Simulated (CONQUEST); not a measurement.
**NaI: 7 runs along one coordinate**

System: NaI (Fm-3m, 4 atoms in the cell).
Method: Kohn-Sham DFT of a periodic cell, PBE, PseudoDojo NC PBE, no spin polarisation (CONQUEST 1.3).

The 7 runs differ only in the geometry, by an even scaling of the cell at fixed fractional positions. The structure derives from an entry of the Crystallography Open Database.

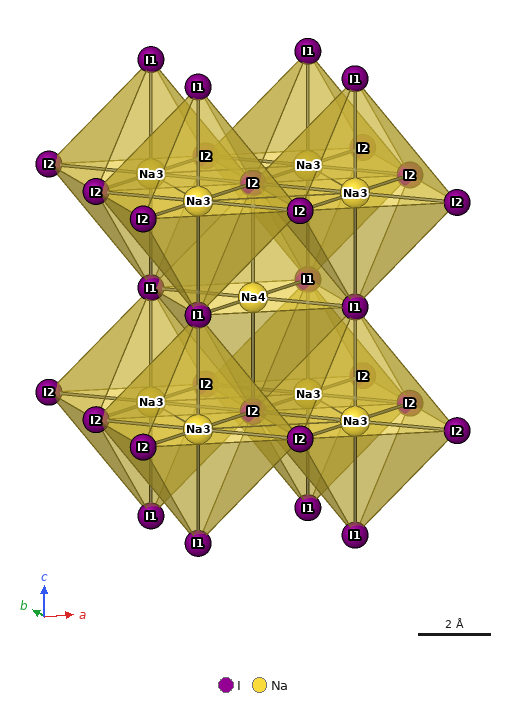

Figure 1. The structure of run 4 (polyhedral view of the cell of the calculation, seen slightly off an axis; polyhedra are completed across the faces of the cell; atoms are numbered from 1 in the order of the input). An atom can appear more than once, as a periodic image.

## Input of run 4
```
IO.Title NaI
IO.Coordinates coords.dat
IO.FractionalAtomicCoords T
IO.Iprint 2
IO.Iprint_init 1
General.NumberOfSpecies 2
General.PseudopotentialType hamann
AtomMove.TypeOfRun static
AtomMove.FullStress T
Grid.PointsAlongX 48
Grid.PointsAlongY 48
Grid.PointsAlongZ 64
DM.SolutionMethod diagon
Diag.MPMesh T
Diag.GammaCentred T
Diag.MPMeshX 6
Diag.MPMeshY 6
Diag.MPMeshZ 4
Diag.kT 0.00183747
minE.SCTolerance 1e-6
SC.MaxIters 100
IO.AtomChargeOutput T
%block ChemicalSpeciesLabel
1 126.900 I
2 22.990 Na
%endblock
```

Command:
```bash
OMP_NUM_THREADS=1 Conquest
```

Lattice vectors (Å) and fractional positions of run 4:
```
   4.576961    0.000000    0.000000
   0.000000    4.576961    0.000000
   0.000000    0.000000    6.472800
I   0.000000  0.000000  0.500000
I   0.500000  0.500000  0.000000
Na  0.000000  0.000000  0.000000
Na  0.500000  0.500000  0.500000
```

Run 2 has the same physical settings and fractional positions; its lattice vectors (Å) are:
```
   4.515102    0.000000    0.000000
   0.000000    4.515102    0.000000
   0.000000    0.000000    6.385319
```

## Results, with one run withheld

| run | volume per atom (Å³) | free energy per atom, from the lowest run given (meV) | pressure (GPa) | gap on the mesh (eV) |
| --- | --- | --- | --- | --- |
| 1 | 31.865 | 17.05 | 1.89 | 4.13 |
| 2 | 32.543 | ? | ? | ? |
| 3 | 33.221 | 4.91 | 0.98 | 3.97 |
| 4 | 33.899 | 1.77 | 0.54 | 3.90 |
| 5 | 34.577 | 0.16 | 0.21 | 3.83 |
| 6 | 35.255 | 0.00 | −0.11 | 3.77 |
| 7 | 35.933 | 1.10 | −0.40 | 3.71 |

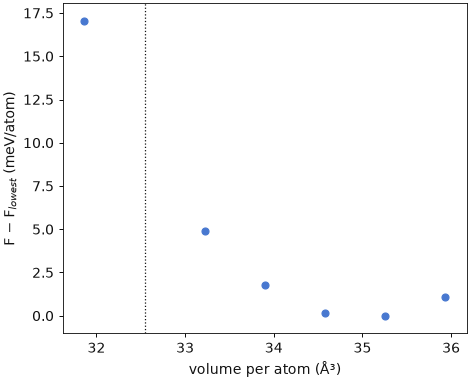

Figure 2. Free energy per atom of the runs given; the dotted line marks run 2.

What should run 2 give?

A cubic polynomial in V^(−2/3) (the Birch–Murnaghan form), fitted to the 6 runs given, misses them by at most 0.03 meV per atom. With x = V^(−2/3) − 0.09513 Å⁻², it reads F = 1.1674 + 1520.7 x + 4.6811e+05 x² + 4.0592e+06 x³ (meV per atom). At run 2 it gives 9.95 meV per atom, and the run itself gives 9.99. The slope of the fit gives a pressure −dF/dV of 1.42 GPa there, and the run prints 1.43 GPa. The fit has its minimum at 34.994 Å³ per atom, where V d²F/dV² gives 15.9 GPa: the bulk modulus at this level, since symmetry fixes the shape and the positions. The gap on the mesh goes, without turning, from 4.13 eV in run 1 to 3.71 eV in run 7; run 2 has 4.05 eV. These are gaps of this functional on this mesh, which can miss the band edges; they aren't the measured gap.

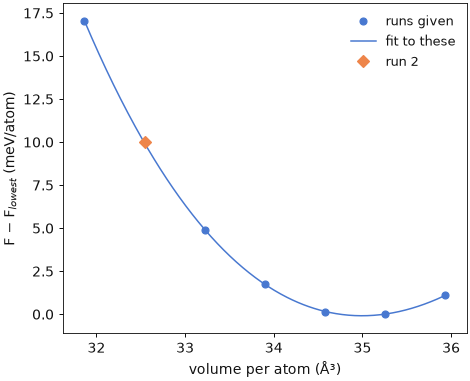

Figure 3. The fit and the withheld run.

## Some lines of the output (run 2)
```
[...]
      Using Fermi-Dirac smearing
          DFT Total Energy                 :      -117.454673887531754 Ha
          DFT Total Energy                 :      -117.457166535431384 Ha
          DFT Total Energy                 :      -117.457348870846914 Ha
          DFT Total Energy                 :      -117.457351933271013 Ha
          DFT Total Energy                 :      -117.457351973791660 Ha
          DFT Total Energy                 :      -117.457351974581513 Ha
      |* DFT total energy        =      -117.457351974581513 Ha
    force: Average pressure:      1.42803125 GPa
```

Notes: Points of doubt noted for this run: small atomic basis. With a small basis of atomic orbitals these values can differ much from converged plane-wave results.
